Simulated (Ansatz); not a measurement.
**Mg₁₂B (cell with a defect): density, localisation and related maps**

Input file:

```
crystal:
  lattice:
    - [6.42, 0.0, 0.0]
    - [-4.815, 8.339825, 0.0]
    - [0.0, 0.0, 5.21304]
  atoms:
    - { symbol: Mg, position: [0.0, 0.0, 0.0] }
    - { symbol: Mg, position: [0.16666666, 0.22222221, 0.5] }
    - { symbol: Mg, position: [-1.0e-08, 0.33333332, 0.0] }
    - { symbol: Mg, position: [0.16666665, 0.55555553, 0.5] }
    - { symbol: Mg, position: [-2.0e-08, 0.66666664, 0.0] }
    - { symbol: Mg, position: [0.16666664, 0.88888885, 0.5] }
    - { symbol: Mg, position: [0.5, 0.0, 0.0] }
    - { symbol: Mg, position: [0.66666666, 0.22222221, 0.5] }
    - { symbol: Mg, position: [0.49999999, 0.33333332, 0.0] }
    - { symbol: Mg, position: [0.66666665, 0.55555553, 0.5] }
    - { symbol: Mg, position: [0.49999998, 0.66666664, 0.0] }
    - { symbol: Mg, position: [0.66666664, 0.88888885, 0.5] }
    - { symbol: B, position: [0.33538863, 0.44800792, 1.24028886] }
basis:
  ecutwfc: 420.0
kpoints:
  mp_grid: { grid: [4, 3, 4] }
hamiltonian:
  xc: pbe
scf:
  occupations: { method: gaussian, width: 0.05 }
  lower_state_search: "off"
relax:
  f_tol: 0.03
  max_steps: 60
  adjacent_minimum: "off"
output:
  write_density: true
  write_potential: true
  elf: true
  volumetric_format: npy
```

Run with:

```sh
ansatz run input.yaml --threads 4 --pin off --max-ram 10240MiB --backend cpu --events-out ev --progress --plain --runs-dir out
```

The fields are those of the run's last geometry, not of the input's.

Computed without spin polarisation.

Theory: DFT PBE, scalar-relativistic, plane waves, PAW (Ansatz 0.2.0).

In a PAW calculation such maps are meaningful between the atoms, not at the nuclei.

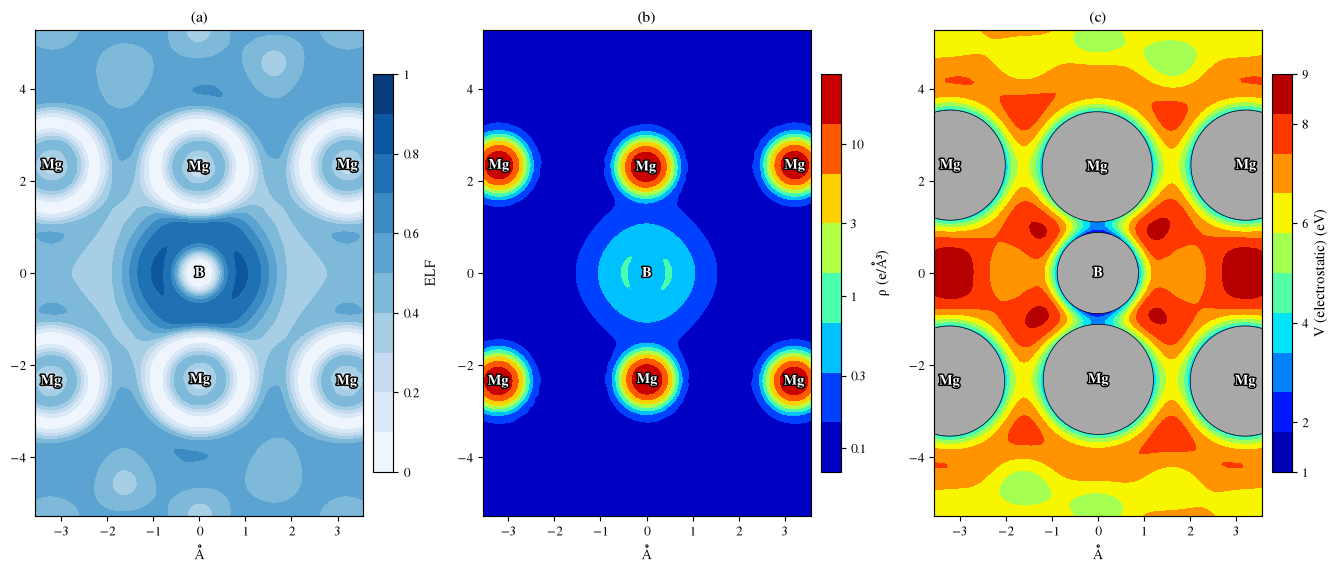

Figure 1. (a) ELF; (b) valence charge density (pseudo); (c) electrostatic potential energy of an electron on the (011) plane of the calculation cell. Grey discs cover the atomic cores in the potential map.

### Read the bonding off the picture.

Atoms in the plane: Mg and B. Mg–B (2.31 Å): the density is about 0.28 e/Å³ at the midpoint; the ELF peaks at about 0.80 in the valence shell of B, 0.9 Å from its nucleus, and is about 0.55 at the midpoint. Between the atoms the lowest density in this plane is 0.07 e/Å³. Outside the cores the potential energy rises away from the atoms and is highest about 2.2 Å from the nearest atoms; its zero is arbitrary.

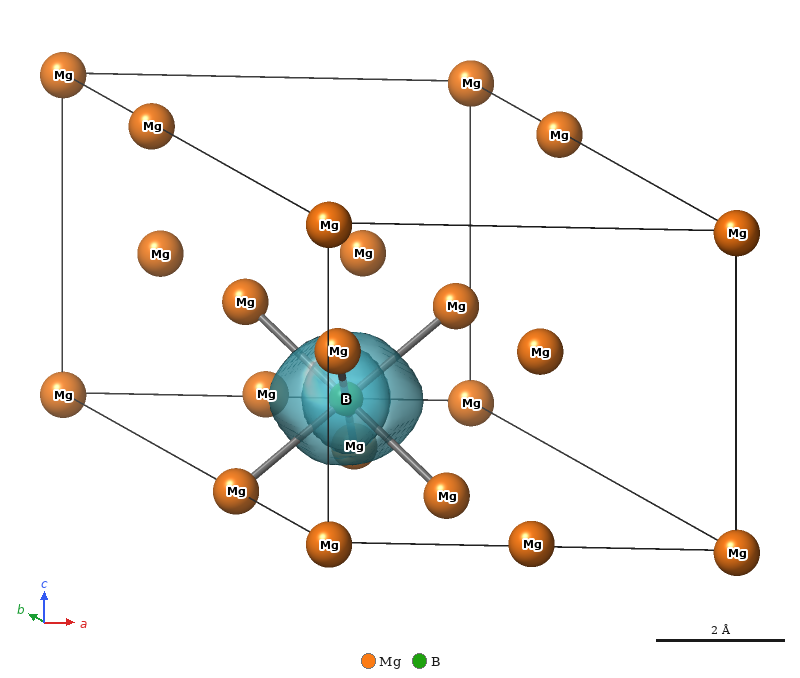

Figure 2. Isosurface of the ELF at 0.75 (cyan), seen at an oblique angle. Core shells and regions of very low density are left out. Sticks mark near contacts.

### Identify the bonds, lone pairs and shells in this picture.

The surface consists of one region wrapped around B (its valence shell), counted in one cell of 13 atoms. Any copies at cell faces, edges or corners count once.


Mg–B (2.30 Å): the ELF peaks at about 0.80 in the valence shell of B, 0.9 Å from its nucleus, and is about 0.60 at the midpoint.

### Does the calculation give a band gap?

It is gapless in this calculation (a metal or semimetal).
